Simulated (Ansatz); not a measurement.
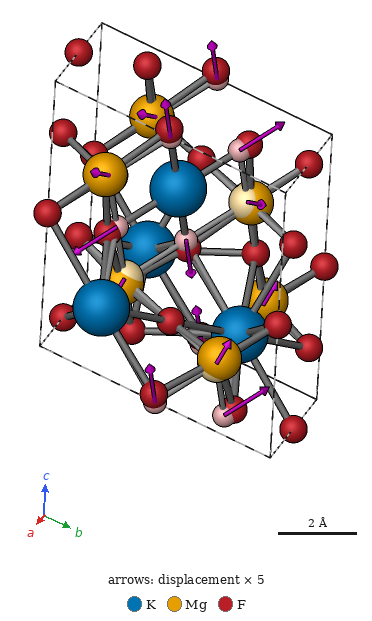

A relaxation of a defect cell of composition K₃Mg₄F₁₂ (cell charge −1) (started half-way along a vacancy jump, in the symmetry of that start). The starting structure is drawn faded, the final one solid; purple arrows show the displacements, magnified 5 times.

A ball-and-stick model of the cell of the calculation (origin shifted), seen slightly off an axis.

The calculation used Ansatz, DFT PBEsol, scalar-relativistic, plane waves, PAW.

Input
```yaml
crystal:
  lattice:
    - [-3.9908822801, 3.9908822801, 3.9908822801]
    - [3.9908822801, -3.9908822801, 3.9908822801]
    - [3.9908822801, 3.9908822801, -3.9908822801]
  atoms:
    - { symbol: K, position: [-0.25, -0.25, 0.5] }
    - { symbol: K, position: [0.0, 0.5, 0.0] }
    - { symbol: K, position: [0.5, 0.0, 0.0] }
    - { symbol: Mg, position: [0.5, 0.5, 0.0] }
    - { symbol: Mg, position: [0.0, 0.0, 0.0] }
    - { symbol: Mg, position: [0.0, 0.5, 0.5] }
    - { symbol: Mg, position: [0.5, 0.0, 0.5] }
    - { symbol: F, position: [0.5, 0.75, 0.25] }
    - { symbol: F, position: [0.0, 0.25, 0.25] }
    - { symbol: F, position: [0.0, 0.75, 0.75] }
    - { symbol: F, position: [0.5, 0.25, 0.75] }
    - { symbol: F, position: [0.75, 0.5, 0.25] }
    - { symbol: F, position: [0.25, 0.0, 0.25] }
    - { symbol: F, position: [0.25, 0.5, 0.75] }
    - { symbol: F, position: [0.75, 0.0, 0.75] }
    - { symbol: F, position: [0.25, 0.75, 0.5] }
    - { symbol: F, position: [0.75, 0.25, 0.5] }
    - { symbol: F, position: [0.75, 0.75, 0.0] }
    - { symbol: F, position: [0.25, 0.25, 0.0] }
total_charge: -1
basis:
  ecutwfc: 420
kpoints:
  mp_grid: { grid: [4, 4, 4] }
hamiltonian:
  xc: pbesol
scf:
  occupations: { method: gaussian, width: 0.05 }
output:
  forces: true
  stress: true
  eigenvalues: true
  write_density: true
  write_potential: true
  elf: true
  volumetric_format: npy
relax:
  adjacent_minimum: "off"
  f_tol: 0.02
  max_steps: 60
  escape_saddle: false
```

Launched with:
```bash
ansatz run input.yaml --threads 4 --pin off --max-ram 9216MiB --backend cpu --events-out ev --progress --plain --runs-dir out
```

**Which element moves most?**

Fluorine: up to 0.30 Å, against 0.16 Å for magnesium.

**What did the optimiser do to the structure, and how much energy did it gain?**

The largest moves, 0.30 Å, are those of F8, F10, F12 and F15. F12 goes along [0 −1 −1]. Largest moves by element: F 0.30 Å, Mg 0.16 Å. K stays in place. The cell doesn't change. Among the contacts that change: K1–F10 1.995 → 2.294 Å, K2–F10 2.822 → 2.620 Å, K1–Mg4 2.822 → 2.980 Å, Mg4–F12 1.995 → 2.115 Å. Among the angles between lasting bonds that change: F10–Mg6–F12 90.0° → 100.1°, Mg5–F15–Mg7 180.0° → 169.9°, K2–F15–K3 90.0° → 99.2°. The energy falls by 2.798 eV per cell of the calculation in 4 geometry steps. Largest force component: 4.6 eV/Å at the start, 0.0069 eV/Å at the end.

Limits of the set-up: the periodic images lie only 6.9 Å apart, so the values are limited by the cell's size; the cell is charged, on a uniform background, and energies carry no finite-size correction.
